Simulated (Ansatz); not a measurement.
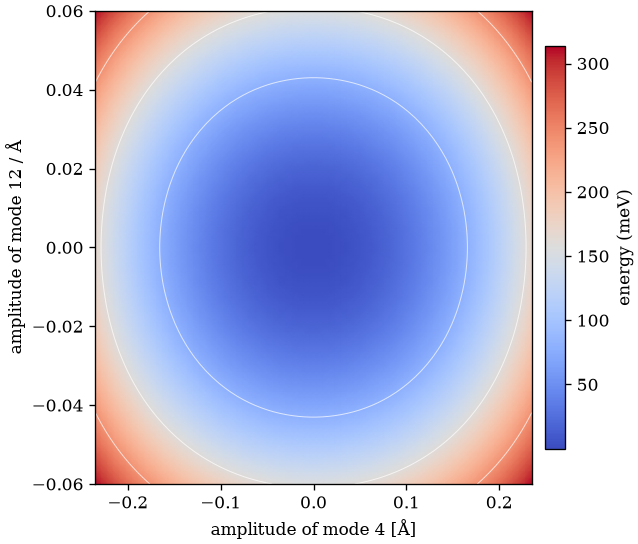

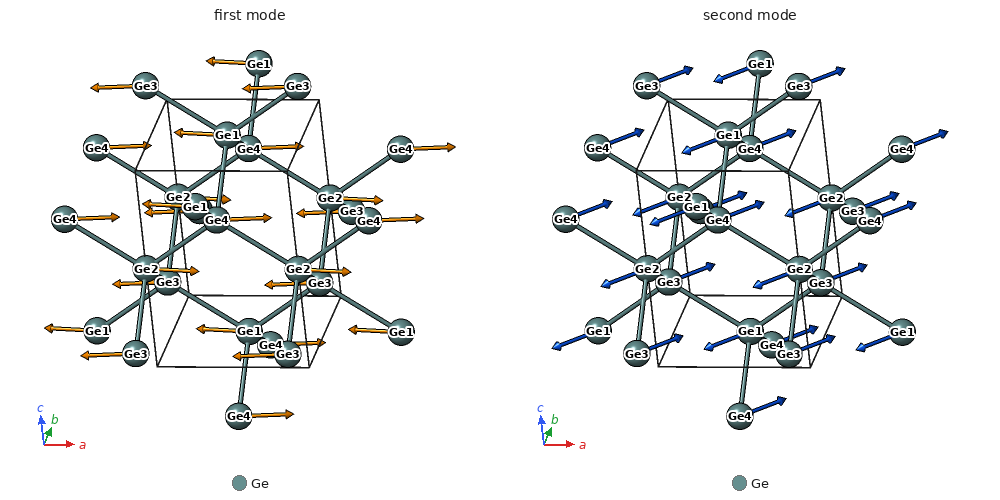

Energy landscape of Ge (Fd-3m, No. 227; 4 atoms in the cell). The energy is mapped over two normal modes frozen in (zone-centre modes of the 4-atom cell of this scan, which folds in the wave vector (0, 1/2, 1/2) of the primitive cell). The first coordinate is: amplitude of mode 4 (71 cm⁻¹), largest displacement; the second: amplitude of mode 12 (285 cm⁻¹), largest displacement. Nothing is relaxed (the cell and all other modes fixed). Grid: 7 × 7 points; 16 points were computed and 33 follow by symmetry. Points are written as (first, second). Energies: meV per cell, counted from the lowest grid point. The calculation used Ansatz, DFT PBEsol, scalar-relativistic, plane waves, PAW. Settings: cutoff 420 eV, k-mesh 12×12×8 in the order of the run's cell vectors, gaussian smearing 0.15 eV, no spin polarisation.

Drawn: a smooth colour map with a few white contour lines. Between grid points the surface is interpolated. The second picture is the structure at the lowest point

Q: Summarise what can be read from the map.

A: The lowest grid point is at (0.000 Å, 0.00 Å). It is the only kind of minimum in the scanned range. The highest grid point, (−0.235 Å, −0.06 Å), lies 313 meV above the lowest.

Grid values (meV):

```tsv
second ↓, first →	−0.235	−0.157	−0.078	0.000	0.078	0.157	0.235
0.06	313	221	171	155	171	221	313
0.04	234	138	86	69	86	138	234
0.02	186	88	34	17	34	88	186
0.00	170	71	17	0	17	71	170
−0.02	186	88	34	17	34	88	186
−0.04	234	138	86	69	86	138	234
−0.06	313	221	171	155	171	221	313
```

The input of one point:

```yaml
crystal:
  lattice:
    - [0.0, -2.8378616867, -2.8378616867]
    - [0.0, 2.8378616867, -2.8378616867]
    - [5.6757233734, 0.0, 0.0]
  atoms:
    - { symbol: Ge, position: [0.5, 0.5, 0.0] }
    - { symbol: Ge, position: [0.0, 0.0, 0.5] }
    - { symbol: Ge, position: [0.0, 0.5, 0.25] }
    - { symbol: Ge, position: [0.5, 0.0, 0.75] }
basis:
  ecutwfc: 420
kpoints:
  mp_grid: { grid: [12, 12, 8] }
hamiltonian:
  xc: pbesol
  pseudopotentials: { kind: paw, azcp: { folder: soft_1 } }
scf:
  occupations: { method: gaussian, width: 0.15 }
output:
  forces: true
  stress: true
  eigenvalues: true
  write_density: true
  write_potential: true
  elf: true
  volumetric_format: npy
```

Each point was launched as `ansatz run input.yaml --threads 2 --pin off --max-ram 4096MiB --backend cpu --events-out ev --progress --plain --runs-dir out`. The whole map (16 points run) took 36 min on 2 threads of Arm Neoverse N1 (shared host).
